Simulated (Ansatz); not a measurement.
# Depolarisation of K on Al(111): the Topping model put to the test

In Topping's model the dipole per adsorbate falls as μ = μ₀/(1 + 9αn^(3/2)), with n the density and α a polarisability, so 1/μ is a straight line in n^(3/2).

Set-up. Ansatz 0.2.0, plane waves with PAW datasets (its set soft_2), RPBE; 4 layers at the tabulated experimental lattice constant with the lower two held, adsorbates relaxed from the fcc site, dipole correction. μ is the change of the cell's dipole per adsorbate, positive end outwards.

```tsv
run	n^(3/2) (nm⁻³)	1/μ (1/D)
0.0625 ML	0.83	0.205
0.111 ML	1.96	?
0.25 ML	6.60	0.684
```

**Question.** What value belongs in the row marked “?”, and how far can the other rows tell?

Two rows fix a line: slope = (0.684 − 0.205) / (6.60 − 0.83) = 0.08302, intercept 0.13608. The intercept gives μ₀ = 1/0.1361 = 7.35 D, and slope over intercept 9α = 0.610 nm³, or α = 68 Å³, an effective value that holds the metal's image. At 1.96 it gives 0.08302 × 1.96 + 0.13608 = 0.299 1/D. Rounding of the rows alone allows about ±0.001 1/D there; two rows can't show whether the line holds.

The run itself gives 0.253 1/D: a miss of −0.046 1/D, or 18.2 % of the value. In dipoles that is 3.34 D predicted against 3.95 D found. A miss this large means that the model doesn't hold over this range, and μ₀ and α above are fit values without physical meaning.

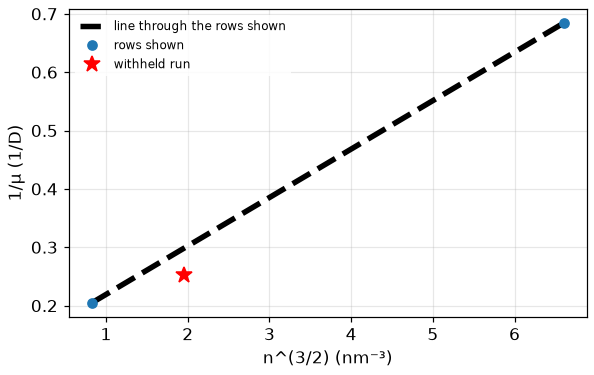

The fit and the withheld run.

**Limits.** Heights and bonding change with coverage, which the model leaves out; its factor is about 9 for square and hexagonal arrays and differs for rectangular ones and rows; and slabs this thin add errors of their own. The test is put only to electropositive adsorbates whose dipole falls by a fifth or more between the two rows shown.

[Logs are printed without paths, hosts, clocks, repeated set-up lines and the standing remarks that a program may print on its own settings, such as how far it seeks lower states.]
